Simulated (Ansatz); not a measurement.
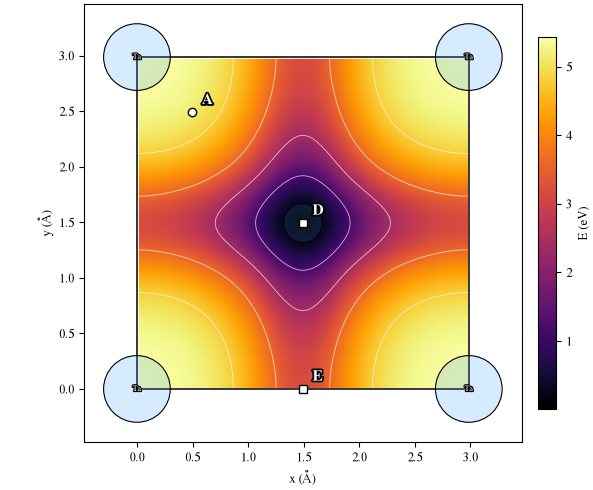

C on a Ta(100) slab cut from the Fm-3m phase, its upper half relaxed before the scan (12 atoms of substrate and one adsorbate in a 2 × 2 cell). C is moved over the surface cell; relaxed at each place: the height of the adsorbate's atoms; substrate rigid; the origin of the map has the adsorbate above Ta9. Places are given modulo a cell vector. The map is drawn in real space over the plane of the surface. The grid has 6 × 6 points; 10 points were computed and 26 follow by symmetry. Places are given in fractions of the 1 × 1 surface cell. Energies are in eV, from the lowest grid point. These are results of Ansatz, DFT PBE, scalar-relativistic, plane waves, PAW, not measurements. Settings: cutoff 420 eV, k-mesh 5×5×1, gaussian smearing 0.1 eV, no spin polarisation.

Drawn: a smooth colour map with a few white contour lines, labelled circles for the atoms of the top layer and small ones for the second layer, the outline of one cell of the plane, lettered points. Between grid points the surface is interpolated.

Question: Is A the lowest point of the computed grid?

Answer: No. A lies 5.12 eV above the lowest grid point, which is at a fourfold hollow over a second-layer Ta atom, (3/6, 3/6) of the cell vectors.

Question: What kind of point is each of D, E: minimum, saddle, maximum or slope?

Answer: D: minimum; E: saddle point. (In these two coordinates alone; a stationary point may lie a little off the grid point.)

Question: Rank the lettered points by energy, lowest first.

Answer: D (0.00 eV), E (3.15 eV), A (5.12 eV).

PAW datasets: the set soft_1.
